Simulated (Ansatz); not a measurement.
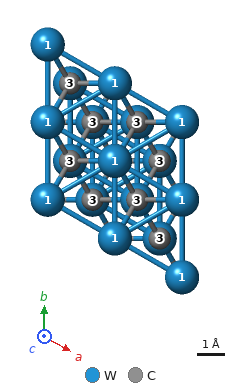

Starting structure of a crystal of WC2 (built on the cadmium chloride_166 type) (coarse preliminary run). Style: ball-and-stick. Shown: the conventional cell (3 times the calculation's cell), repeated 2 × 2 × 1 with one cell outlined, along the c axis. Lengths and directions refer to the drawn axes.

Case: cadmium chloride type (R-3m, No. 166).

These are results of DFT PBE, scalar-relativistic, plane waves, PAW (Ansatz 0.2.0), not measurements.

The input:
```yaml
crystal:
  lattice:
    - [1.4550091805, 0.840049942, 4.3944999351]
    - [-1.4550091805, 0.840049942, 4.3944999351]
    - [0.0, -1.680099884, 4.3944999351]
  atoms:
    - { symbol: W, position: [0.0, 0.0, 0.0] }
    - { symbol: C, position: [0.75, 0.75, 0.75] }
    - { symbol: C, position: [0.25, 0.25, 0.25] }
basis:
  ecutwfc: 420
kpoints:
  mp_grid: { grid: [9, 9, 9] }
hamiltonian:
  xc: pbe
scf:
  occupations: { method: gaussian, width: 0.1 }
  lower_state_search: "off"
output:
  forces: true
  stress: true
  eigenvalues: true
relax:
  adjacent_minimum: "off"
  f_tol: 0.04
  max_steps: 70
  cell: { stress_tol: 0.4 }
```

Command:
```bash
ansatz run input.yaml --threads 1 --pin off --max-ram 2560MiB --backend cpu --events-out ev --progress --plain --runs-dir out
```

Question: What does the optimiser find from here?

Answer: After 9 accepted moves (12 points after the start) the energy has fallen by 225 meV per atom. The largest force component goes from 2.3 to 0.015 eV/Å. Pressure: 44.22 GPa at the start and 0.21 GPa at the end. The line search rejected the trial step at point 7 of the run. The SCF was repeated twice at an unchanged geometry on a basis and grid sized afresh for the cell, which shifted the energy by 9.1 meV per atom at most. The largest moves relative to the cell, 0.12 Å, are those of C2 and C3. C3 goes along +c. W stays in place. Cell: a = b 2.910 → 3.131 Å (+7.6 %), c 13.183 → 14.143 Å (+7.3 %). Volume +24.2 %. Some distances before and after: W1–W1 2.910 → 3.131 Å, W1–C2 2.007 → 2.093 Å. Among the angles between lasting bonds that change: W1–C3–W1 92.9° → 96.8°. The space group stays R-3m (No. 166). The run took roughly 80 core-seconds on a shared host.

Step by step:

```tsv
step	E − E(0), meV/atom	largest force component, eV/Å	pressure, GPa	volume, Å³/atom	note
0	0.00	2.2682	44.22	10.743	
1	-205.14	0.2351	6.64	11.866	
2	-213.81	0.0440	1.28	12.092	
3	-214.02	0.0155	0.09	12.172	
4	-214.03	0.0446	-0.15	12.246	
5	-214.22	0.0683	-0.28	12.358	
6	-214.58	0.0763	-0.41	12.510	
7	-213.09	0.1189	0.63	13.217	rejected
8	-214.85	0.0200	-0.15	12.818	
9	-223.95	0.0200	0.61	12.818	same geometry, new basis
10	-224.17	0.0512	-0.22	13.140	
11	-223.98	0.0145	0.20	13.338	
12	-225.05	0.0148	0.21	13.338	same geometry, new basis
```

Final geometry:

```
W C
1.0
     1.56535    0.90375    4.71419
    -1.56535    0.90375    4.71419
     0.00000   -1.80751    4.71419
W C
1 2
Direct
  0.00000 0.00000 0.00000
  0.74130 0.74130 0.74130
  0.25870 0.25870 0.25870
```

After the run, drawn alike:

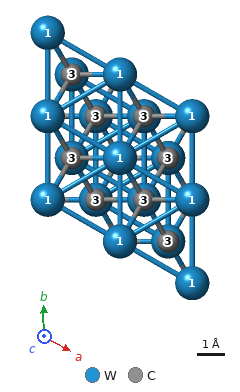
